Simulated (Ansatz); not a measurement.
## Geometry relaxation, with input and output: C

- system: C (P1, 8 atoms in the cell)
- method: DFT PBE, scalar-relativistic, plane waves, PAW, no spin polarisation (Ansatz 0.2.0)

The structure was built on a prototype by a generator; it need not be a known phase. It belongs to a series of runs on one base structure; here: the structure that the rattled beta-tungsten (A15) type (Pm-3n, No. 223) fell into. Figures and captions count atoms from 1; the log counts them from 0 in places.

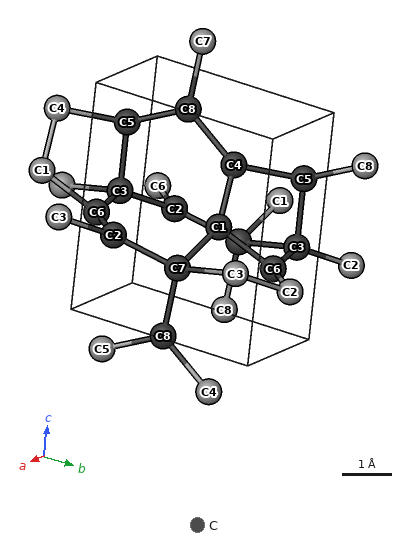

*The starting structure (ball-and-stick view of the cell of the calculation, seen slightly off an axis; neighbours outside the cell are drawn fainter; atoms are numbered from 1 in the order of the input).*

## Input
```yaml
crystal:
  lattice:
    - [3.8319374313, 0.0, 0.0]
    - [-1.0152485618, 3.717680319, 0.0]
    - [-1.5761583764, -1.4137473856, 4.312123162]
  atoms:
    - { symbol: C, position: [0.7329759742, 0.6726791414, 0.4997750496] }
    - { symbol: C, position: [0.9854422849, 0.1826095277, 0.3707746913] }
    - { symbol: C, position: [0.2763477506, 0.9656238068, 0.4304639235] }
    - { symbol: C, position: [0.6730019571, 0.698908534, 0.7729982964] }
    - { symbol: C, position: [0.5353070551, 0.0459112364, 0.7827596541] }
    - { symbol: C, position: [0.6433255701, 0.9672852916, 0.3786958266] }
    - { symbol: C, position: [0.9496602289, 0.5415371682, 0.3105119561] }
    - { symbol: C, position: [0.7039391792, 0.425445294, 0.9540206025] }
basis:
  ecutwfc: 420
kpoints:
  mp_grid: { grid: [10, 10, 8] }
hamiltonian:
  xc: pbe
scf:
  occupations: { method: gaussian, width: 0.02 }
output:
  forces: true
  stress: true
  eigenvalues: true
relax:
  adjacent_minimum: "off"
  f_tol: 0.01
  max_steps: 80
  cell: { stress_tol: 0.05 }
```

Run on 1 thread of an x86-64 CPU, shared host.

## Log
```
Engine: ansatz 0.2.0, x86_64-unknown-linux-gnu
Pseudopotentials: kind: paw
Pseudopotential: C, paw, valence charge 4, recommended cutoff 420 eV (normal), C.paw.azcp
Functional definition: PBE
  parameter kappa = 0.804
  parameter beta = 0.06672455060314922
  exchange = pbe_x(kappa = kappa, mu = beta*pi^2/3)
  correlation = pbe_c(beta = beta)
Crystal: 8 atoms, lattice volume = 61.430 Å³
Basis set: ecut = 420 eV, 1213 PW (Γ), exchange–correlation on 54×54×72 points (8 copies of the dense FFT grid, shifted against one another)
Bands: 24, of which v1, the nominal top of the filled ones, is band 16 counted from 1 (15 counted from 0)
Symmetry: 1 space group operations
Space group: P1 (ITA 1), of the structure as read, at distance tolerance 3.9e-5 Å
k-points: 404 of 800 (time reversal used)
Non-local potential: C, projectors of the file, l = 0: 2, l = 1: 2, l = 2: 1
PAW form: soft (Blöchl's): semilocal exchange-correlation on the pseudo side does not see the compensation charge
PAW one-centre angular grid: C, 110 points (default); XC on 64 Gauss nodes
Initial density: superposition of atomic densities (neutral atoms: chi_scale 0, normalization atom), corrected by the library's trained network
Initial wavefunctions: pseudopotential atomic-orbital guess
Functional: x = pbe(κ = 0.804, μ = 0.2195149727645171), c = pbe(β = 0.06672455060314922)
SCF iter   1: F=—  HF=-2000.101854 eV  |F-HF|=—  |Δ(HF+E_count)|=         —  Δρ=1.66e-2  dr2=1.87e-1  ethr=1.77e-3  ⟨swp⟩=6.1  Hψ=45726  notcnv=0  defer=1
preconditioner: auto → none  [insulator: Δε(μ)=0.528 eV  Ē_g=14.553 eV  σ=0.020 eV  W_gap=1.00  n_scr=14 (ndim 8)  ℏωp=26.8 eV  f_vac=0.017  D(μ)=0.00/eV (n_scr^D=0)  ε∞_Penn≈4.4]
SCF iter   2: F=—  HF=-2000.077887 eV  |F-HF|=—  |Δ(HF+E_count)|=   2.40e-2  Δρ=1.14e-2  dr2=9.26e-2  ethr=5.84e-4  ⟨swp⟩=2.2  Hψ=19053  notcnv=0  defer=1253
SCF iter   3: F=—  HF=-2000.059825 eV  |F-HF|=—  |Δ(HF+E_count)|=   1.81e-2  Δρ=4.82e-3  dr2=8.58e-3  ethr=2.89e-4  ⟨swp⟩=2.0  Hψ=14984  notcnv=0  defer=1253
SCF iter   4: F=—  HF=-2000.059572 eV  |F-HF|=—  |Δ(HF+E_count)|=   2.54e-4  Δρ=1.74e-3  dr2=1.35e-3  ethr=2.68e-5  ⟨swp⟩=2.5  Hψ=15317  notcnv=0  defer=1253
SCF iter   5: F=—  HF=-2000.059458 eV  |F-HF|=—  |Δ(HF+E_count)|=   1.13e-4  Δρ=4.69e-4  dr2=8.91e-5  ethr=4.21e-6  ⟨swp⟩=2.1  Hψ=13442  notcnv=0  defer=1253
SCF iter   6: F=—  HF=-2000.059465 eV  |F-HF|=—  |Δ(HF+E_count)|=   6.42e-6  Δρ=1.67e-4  dr2=1.31e-5  ethr=2.78e-7  ⟨swp⟩=2.4  Hψ=14977  notcnv=0  defer=1253
SCF iter   7: F=—  HF=-2000.059465 eV  |F-HF|=—  |Δ(HF+E_count)|=   4.70e-7  Δρ=6.09e-5  dr2=1.17e-6  ethr=4.08e-8  ⟨swp⟩=2.2  Hψ=13210  notcnv=0  defer=1253
SCF iter   8: F=—  HF=-2000.059466 eV  |F-HF|=—  |Δ(HF+E_count)|=   6.18e-7  Δρ=2.51e-5  dr2=3.72e-7  ethr=3.66e-9  ⟨swp⟩=2.0  Hψ=14394  notcnv=0  defer=1253
SCF iter   9: F=-2000.059466 eV  HF=-2000.059466 eV  |F-HF|=1.10e-8  |Δ(HF+E_count)|=   7.57e-9  Δρ=8.50e-6  dr2=2.60e-8  ethr=3.13e-10  ⟨swp⟩=8.5  Hψ=48422  notcnv=0
SCF 1 converged in 9 iterations: F = -2000.059466 eV  dr2 = 2.60e-8
  greatest PAW one-centre occupation: 0.681 electrons in one spin orbital (limit 2), on the C atom at site 5 (counted from 0), in its partial waves of l = 0
relax step   1: F+E_penalty+E_count = -2000.05946586 eV  Δ(F+E_penalty+E_count) = +0.000e0 eV  max|allowed force component| = 1.104e-2 eV/Å  Δτ_max = 0.0000 Å  P = +0.002 GPa  Ω = 61.430 Å³  (9 SCF iters, dr2 threshold 1.00e-7 eV, accepted)
Crystal: 8 atoms, lattice volume = 61.435 Å³
Basis set: ecut = 420 eV, 1211 PW (Γ), exchange–correlation on 54×54×72 points (8 copies of the dense FFT grid, shifted against one another)
Initial density: handed on by an earlier stage of this run
Initial wavefunctions: those handed on with the density
iter 1 solved again at ethr=2.46e-8 eV; its pass at ethr=3.10e-3 eV (dr2=7.88e-6 eV) is discarded
SCF iter   1: F=—  HF=-2000.059468 eV  |F-HF|=—  |Δ(HF+E_count)|=         —  Δρ=1.32e-4  dr2=7.47e-6  ethr=2.46e-8  ⟨swp⟩=3.0  Hψ=60969  notcnv=0
preconditioner: auto → none  [insulator: Δε(μ)=0.473 eV  Ē_g=14.562 eV  σ=0.020 eV  W_gap=1.00  n_scr=14 (ndim 8)  ℏωp=26.8 eV  f_vac=0.025  D(μ)=0.00/eV (n_scr^D=0)  ε∞_Penn≈4.4]
SCF iter   2: F=—  HF=-2000.059464 eV  |F-HF|=—  |Δ(HF+E_count)|=   3.81e-6  Δρ=7.23e-5  dr2=2.96e-6  ethr=2.33e-8  ⟨swp⟩=2.0  Hψ=14430  notcnv=0
SCF iter   3: F=—  HF=-2000.059464 eV  |F-HF|=—  |Δ(HF+E_count)|=   5.10e-7  Δρ=3.68e-5  dr2=3.93e-7  ethr=9.24e-9  ⟨swp⟩=2.1  Hψ=14136  notcnv=0
SCF iter   4: F=—  HF=-2000.059464 eV  |F-HF|=—  |Δ(HF+E_count)|=   1.91e-9  Δρ=1.45e-5  dr2=6.51e-8  ethr=1.23e-9  ⟨swp⟩=2.2  Hψ=15201  notcnv=0
SCF iter   5: F=-2000.059464 eV  HF=-2000.059464 eV  |F-HF|=3.78e-9  |Δ(HF+E_count)|=  4.14e-10  Δρ=4.87e-6  dr2=9.30e-9  ethr=6.51e-11  ⟨swp⟩=5.0  Hψ=32319  notcnv=0
SCF 2 converged in 5 iterations: F = -2000.059464 eV  dr2 = 9.30e-9
relax step   2: F+E_penalty+E_count = -2000.05946353 eV  Δ(F+E_penalty+E_count) = +2.335e-6 eV  max|allowed force component| = 5.523e-3 eV/Å  Δτ_max = 0.0006 Å  P = +0.001 GPa  Ω = 61.435 Å³  energy of the carried Pulay correction = -1.931e-5 eV  (5 SCF iters, dr2 threshold 2.08e-8 eV, accepted)
Initial wavefunctions: pseudopotential atomic-orbital guess (no wavefunctions were taken with the density)
iter 1 solved again at ethr=6.41e-8 eV; its pass at ethr=3.10e-3 eV (dr2=2.05e-5 eV) is discarded
SCF iter   1: F=—  HF=-2000.059488 eV  |F-HF|=—  |Δ(HF+E_count)|=         —  Δρ=5.47e-6  dr2=9.99e-9  ethr=6.41e-8  ⟨swp⟩=3.0  Hψ=77364  notcnv=0
SCF iter   2: F=—  HF=-2000.059485 eV  |F-HF|=—  |Δ(HF+E_count)|=   2.72e-6  Δρ=3.54e-6  dr2=7.02e-9  ethr=3.12e-11  ⟨swp⟩=3.1  Hψ=19089  notcnv=0
SCF iter   3: F=—  HF=-2000.059485 eV  |F-HF|=—  |Δ(HF+E_count)|=  9.15e-10  Δρ=2.00e-6  dr2=6.88e-10  ethr=2.19e-11  ⟨swp⟩=2.2  Hψ=13741  notcnv=0
SCF iter   4: F=—  HF=-2000.059485 eV  |F-HF|=—  |Δ(HF+E_count)|=  7.29e-10  Δρ=4.45e-7  dr2=1.05e-10  ethr=2.15e-12  ⟨swp⟩=2.6  Hψ=15391  notcnv=0
SCF iter   5: F=-2000.059485 eV  HF=-2000.059485 eV  |F-HF|=2.50e-12  |Δ(HF+E_count)|=  1.14e-12  Δρ=1.06e-7  dr2=5.68e-12  ethr=1.00e-12  ⟨swp⟩=4.2  Hψ=30386  notcnv=0
SCF 3 converged in 5 iterations: F = -2000.059485 eV  dr2 = 5.68e-12
relax step   3: F+E_penalty+E_count = -2000.05948493 eV  Δ(F+E_penalty+E_count) = -2.140e-5 eV  max|allowed force component| = 5.539e-3 eV/Å  Δτ_max = 0.0000 Å  P = +0.001 GPa  Ω = 61.435 Å³  stress off target by 3.48e-2 GPa  SCF on the basis re-selected at this cell (its energy is not comparable with the rows above)  (5 SCF iters)
```

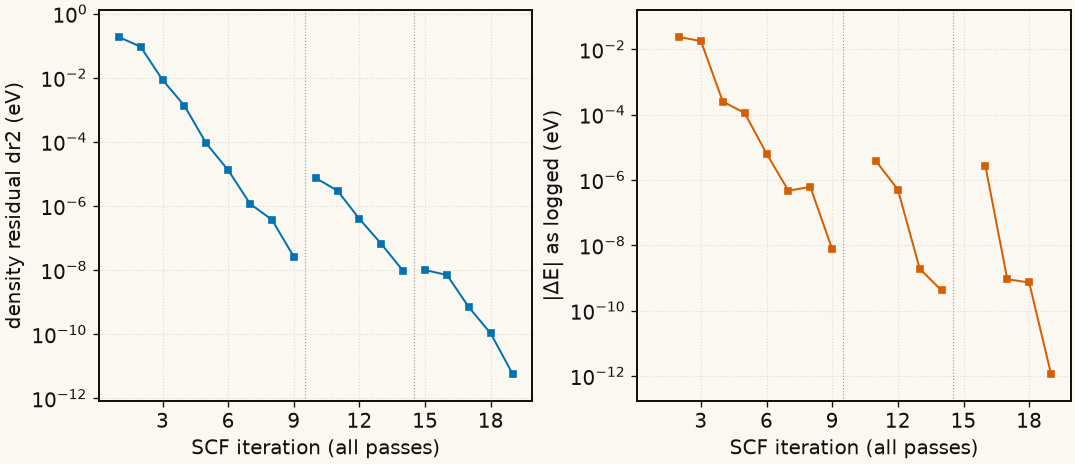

*Convergence of the self-consistent field: density residual dr2 and size of the energy change against the SCF iteration. The dotted lines part the SCF passes of the relaxation: geometry steps, rejected trials and re-solves on a re-selected basis.*

The passes take 9, 5 and 5 iterations.

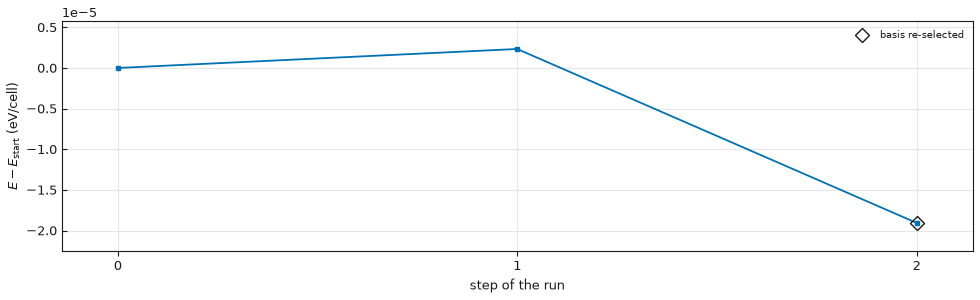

*Progress of the relaxation, step by step (the first geometry is step 0 here and step 1 in the log).*

The energy rises by next to nothing (0.0 meV per cell of the calculation) in 1 geometry step. The largest force component goes from 0.011 to 0.0055 eV/Å. Pressure: 0.00 GPa at the start and 0.00 GPa at the end. The atoms keep their places relative to the cell (all moves are under 0.005 Å). The space group stays P1 (No. 1). A last SCF at the same geometry on a re-selected plane-wave basis shifts the energy by next to nothing (0.0 meV per cell of the calculation). (Atoms are counted from 1 in the order of the input.)

```
basis re-selected at this cell: Δ(F+E_penalty+E_count) = -2.140e-5 eV, ΔP = +0.000 GPa vs the last step (what re-selecting the basis moved, of the pressure what is left beyond the Pulay correction that the steps carried, after the strain that the cell walked since its last selection, with what the two solves' SCF thresholds leave and, on support functions, any second-order correction that the steps lacked; it is no measure of the basis error at this ecutwfc). This SCF's stress stands 3.48e-2 GPa from its target on what of the cell is left free (relax.cell.stress_tol is 5.00e-2 GPa) and its largest allowed force component is 5.54e-3 eV/Å (relax.f_tol is 1.00e-2 eV/Å): within both
SCF converged after 5 iterations
Free energy (F): -2000.059485 eV
Harris-Foulkes:  -2000.059485 eV  (|F-HF|=2.50e-12)
Internal energy: -2000.059485 eV  (E = F + TS)
E sigma→0 (E₀):  -2000.059485 eV
Fermi energy:    8.937361 eV
--- Per-component energies (eV) ---
  E_band       = -2.226659
  E_kinetic    = 721.175719
  E_local      = -1002.647650  (includes V_loc(G=0)·N_el)
  E_nonlocal   = 216.270070
  E_hartree    = 294.771253
  E_xc         = -382.944456
  E_vxc        = -474.462722  (∫ρ·V_xc dr)
  E_paw        = -792.885906  (= ΣΔE_a)
  E_vpaw       = -52.104696  (= ΣTr[D̂ρ^β])
  E_aug_tail   = 0.000063  (compensation charges beyond the density's cutoff)
  E_ewald      = -1053.798578
  E_smearing   = -0.000000  (= −TS)
  E_closure    = -0.000000  (closes the sum)
  Σ components = -2000.059485   (vs F -2000.059485, Δ=0.00e0)
--- Forces (eV/Å), atoms counted from 1 ---
  atom   1  C     -0.00518765     0.00084296     0.00425857
  atom   2  C     -0.00553905    -0.00011331    -0.00052467
  atom   3  C      0.00172928    -0.00262053     0.00260583
  atom   4  C     -0.00306768    -0.00048589    -0.00120387
  atom   5  C      0.00225035    -0.00076812     0.00263884
  atom   6  C      0.00547529    -0.00220839    -0.00183826
  atom   7  C      0.00464778     0.00414101    -0.00454655
  atom   8  C     -0.00030808     0.00121251    -0.00138994
  max |Σ_I F_I| component: 2.32e-7 eV/Å
--- Stress (GPa, compression-positive) ---
        0.004495      -0.004917      -0.000632
       -0.004918      -0.032810       0.009691
       -0.000631       0.009691       0.031899
  P = ⅓ Tr σ = 0.0012 GPa (0.012 kbar)
--- Band table (eV; the first three rows and the last of 404) ---
  k-point 0: bands = ["-11.7595", "-6.7539", "-5.7788", "-4.0749", "-2.6858", "-1.8462", "-1.6509", "-0.9370", "-0.2471", "1.7438", "3.2962", "3.6606", "4.5471", "5.4323", "7.3906", "7.7085", "10.1823", "12.2319", "12.7879", "14.4756", "15.6328", "15.6940", "17.0140", "18.0044"]
  k-point 1: bands = ["-11.7059", "-7.2500", "-5.3217", "-4.0905", "-2.7422", "-2.0655", "-1.3307", "-0.8482", "-0.1637", "1.7681", "3.3662", "3.6853", "4.3113", "5.3561", "7.3390", "7.6690", "10.1150", "12.1816", "12.6097", "14.5383", "15.5206", "16.0192", "16.7911", "18.0587"]
  k-point 2: bands = ["-11.5616", "-7.9625", "-4.7537", "-4.1101", "-2.8984", "-2.1783", "-0.9845", "-0.5758", "0.1093", "1.8335", "3.4256", "3.6280", "3.9195", "5.1795", "7.1359", "7.5930", "9.9951", "11.9701", "12.3330", "14.6064", "15.4330", "16.3828", "16.9004", "18.0791"]
  k-point 403: bands = ["-9.1890", "-8.4597", "-7.7160", "-6.7227", "-3.8557", "-1.3669", "0.4741", "0.9176", "1.2983", "1.8748", "3.4151", "3.9155", "5.0272", "5.8296", "6.7474", "7.5886", "10.5477", "11.6783", "12.7605", "14.5682", "15.1218", "16.6247", "16.7691", "17.9133"]
--- Relaxed structure (2 steps of the walk, 2 accepted, 1 SCFs on fresh bases) ---
  F+E_penalty+E_count = -2000.05948493 eV   max|allowed force component| = 5.539e-3 eV/Å   (the final SCF, on the basis selected at the relaxed cell)
  cell:  # Å, volume = 61.4349 Å³
    - [3.8321187108408536, 0.00014692810864486182, -0.0011204796041419628]
    - [-1.0151540435696855, 3.717630203777195, 0.0002663741503858018]
    - [-1.5775480364989167, -1.4138389313164657, 4.312738285450522]
  atoms:
    - { symbol: C, position: [0.7330470546961678, 0.6727194981122337, 0.49984646558987367] }
    - { symbol: C, position: [0.985330765438851, 0.1825618851928753, 0.37075393587925265] }
    - { symbol: C, position: [0.2763280131765432, 0.9655864074203557, 0.4304596436441813] }
    - { symbol: C, position: [0.6731290921856876, 0.6989577000923826, 0.7730046991710996] }
    - { symbol: C, position: [0.5354556873721614, 0.04594812917058361, 0.7827549434612134] }
    - { symbol: C, position: [0.6432594602430641, 0.9672225079103087, 0.3786695994283434] }
    - { symbol: C, position: [0.9495592339189711, 0.5415402226948536, 0.310513372990847] }
    - { symbol: C, position: [0.703890693068553, 0.425463649506407, 0.9539973399351892] }
```

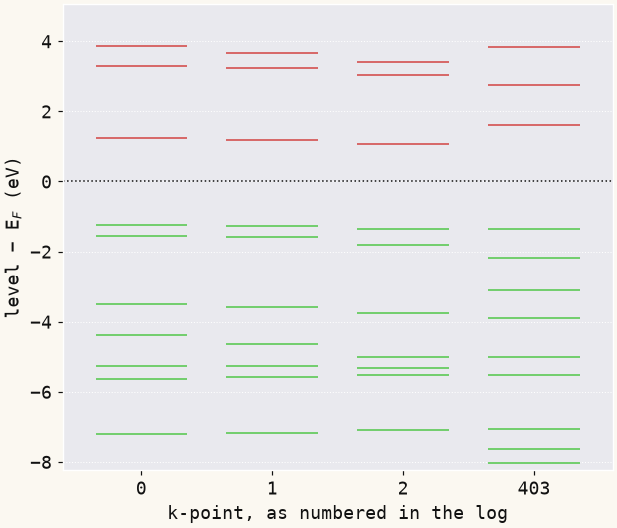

*Kohn–Sham levels near the Fermi level (dotted) at the few k-points that the log prints; levels within 0.02 eV of each other stand side by side.*

Among these points the highest filled and lowest empty levels are 2.29 eV apart; the gap on the full mesh, 0.47 eV, has an edge at a point that isn't printed.

## Results in brief

```tsv
quantity	value
outcome	converged
space group (tolerance 0.01 Å)	P1 (1)
electrons treated	32
free energy	−2000.0595 eV
Fermi energy	8.937 eV
gap on the k-point mesh	0.47 eV
pressure	0.00 GPa
final volume	61.43 Å³
largest force (length of the vector) at the end	0.008 eV/Å
final cell	a = 3.832 Å, b = 3.854 Å, c = 4.805 Å, α = 101.38°, β = 109.18°, γ = 105.27°
wall time	92 s
peak memory	0.95 GiB
```
